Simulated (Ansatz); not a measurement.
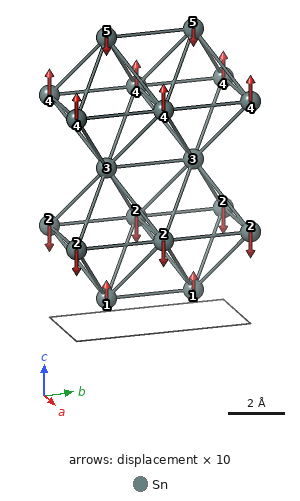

This is a relaxation of a slab of composition Sn (cut from the I4/mmm phase). The starting structure is drawn; red arrows show the displacements, magnified 10 times.

A ball-and-stick model of the 1 × 2 repeat of the cell, outlined in the plane, without the vacuum, seen slightly off an axis.

Case: (1 1 0) slab, atoms relaxed. The slab is the (1 1 0) face of Sn.

Method: Ansatz, DFT PBE, scalar-relativistic, plane waves, PAW. (plane-wave cutoff 420 eV; k-point mesh 10 × 10 × 1; occupations gaussian; smearing width 0.1 eV; no spin polarisation; dipole correction; atoms relaxed in a fixed cell; force threshold 0.02 eV/Å; at most 60 steps)

**Describe the change and its energy.**

Over 3 accepted moves (4 points after the start) the energy falls by 39.7 meV per cell of the calculation. Largest force component: 0.22 eV/Å at the start, 0.0026 eV/Å at the end. 1 step only repeated the SCF at the same geometry. The largest moves, 0.10 Å, are those of Sn2 and Sn4. Sn2 goes along the normal (−c). The lattice vectors keep their values. Among the contacts that change: Sn1–Sn2 3.375 → 3.252 Å, Sn1–Sn2 (another image) 3.481 → 3.361 Å, Sn2–Sn3 3.375 → 3.450 Å, Sn2–Sn3 (another image) 3.481 → 3.554 Å. Among the angles between lasting bonds that change: Sn4–Sn5–Sn4 86.3° → 90.5°. The run took 3.5 min on 1 thread of Intel(R) Xeon(R) Processor @ 2.70GHz (shared host), peak memory 0.61 GiB.
